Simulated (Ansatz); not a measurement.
Structure of Cd:

Space group Fm-3m (No. 225). a = 4.422 Å, b = 4.422 Å, c = 4.422 Å, α = 90.00°, β = 90.00°, γ = 90.00°
| atom | site | symmetry | x | y | z |
| --- | --- | --- | --- | --- | --- |
| Cd | 4a | m-3m | 0.0000 | 0.0000 | 0.0000 |

It is based on the input geometry of an electronic-structure calculation (not necessarily at equilibrium); the starting structure was generated, so it need not be a known form of this composition.

### Predict radii and indices of the first 5 visible rings (3 % of the strongest or more) for λ = 0.7107 Å and a flat detector at 130 mm.

```
ring   radius  2θ (°)  d (Å)  hkl
   1  37.3 mm   16.00   2.55  111
   2  43.5 mm   18.50   2.21  200
   3  64.2 mm   26.28  1.563  220
   4  77.9 mm   30.92  1.333  311
   5  82.3 mm   32.33  1.276  222
```

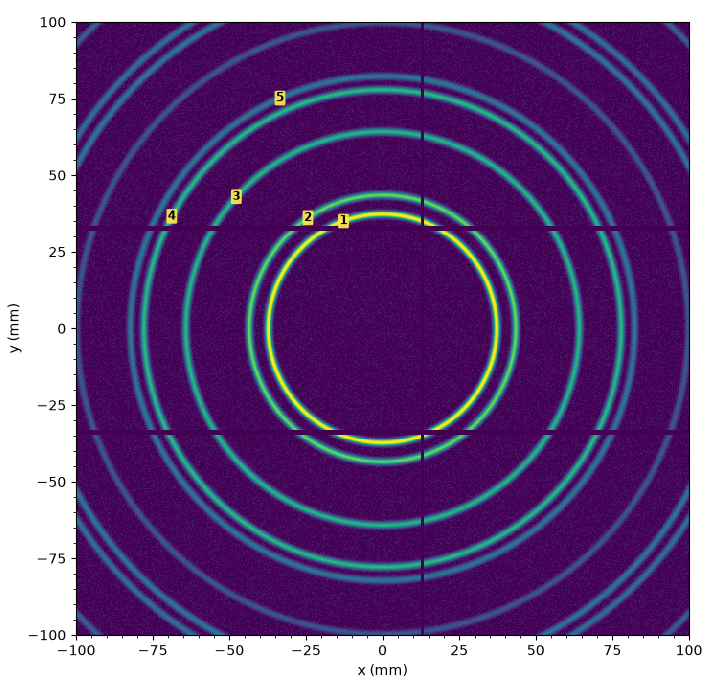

Simulated X-ray powder rings on a flat area detector normal to the beam: λ = 0.7107 Å, sample-to-detector distance 130 mm, axes in mm from the beam centre, for a fine-grained powder without texture. Kinematic intensities with B = 1.0 Å² for all atoms, without absorption; brightness goes as intensity to the power 0.4, clipped at the top, with counting noise. Reflections closer than the ring width show as one ring. The numbers mark the rings of the table.
